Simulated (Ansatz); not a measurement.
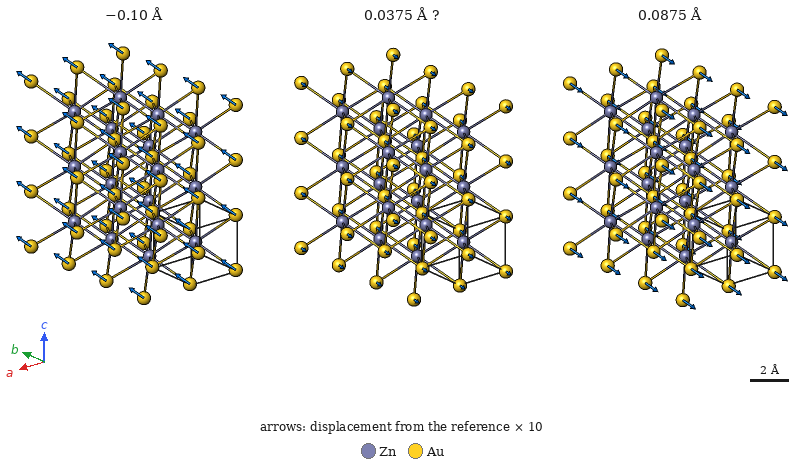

Energy scan for a crystal of ZnAu (Pm-3m), in which the whole Au sublattice is shifted rigidly, towards the nearest copy of atom 1 (Zn) at 2.725 Å, all else fixed. A ball-and-stick model of the cell of the calculation, repeated 2 × 3 × 3 with one cell outlined, seen from a free direction. Blue arrows: displacements from the reference.

Theory: DFT PBEsol, scalar-relativistic, plane waves, PAW (Ansatz). Settings: plane-wave cutoff 420 eV; k-point mesh 16 × 16 × 16; occupations gaussian; smearing width 0.15 eV; no spin polarisation. Energies (free energies at the smearing named) are counted from the cell as listed in its source, which wasn't relaxed.

```json
{"displacement (Å)": "−0.1000", "ΔE (meV/cell)": "17.0"}
{"displacement (Å)": "−0.0500", "ΔE (meV/cell)": "4.2"}
{"displacement (Å)": "0.0000", "ΔE (meV/cell)": "0.0"}
{"displacement (Å)": "0.0125", "ΔE (meV/cell)": "0.3"}
{"displacement (Å)": "0.0250", "ΔE (meV/cell)": "1.0"}
{"displacement (Å)": "0.0375", "ΔE (meV/cell)": "?"}
{"displacement (Å)": "0.0625", "ΔE (meV/cell)": "6.6"}
{"displacement (Å)": "0.0750", "ΔE (meV/cell)": "9.5"}
{"displacement (Å)": "0.0875", "ΔE (meV/cell)": "12.9"}
```

**One row is withheld. What is its energy?**

A straight line between the two neighbours gives 2.9 meV/cell. A cubic through the four nearest rows (0.0125, 0.0250, 0.0625, 0.0750) gives, with Lagrange weights, (−0.3000)(0.3) + (1.0000)(1.0) + (0.5000)(6.6) + (−0.2000)(9.5) = 2.3 meV/cell. The calculation gives 2.3 meV/cell, so the cubic is right to the digits shown and the straight line 0.6 meV/cell too high, as the curve bends upwards here.

The whole profile:

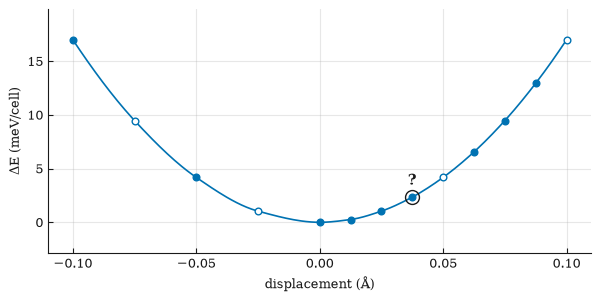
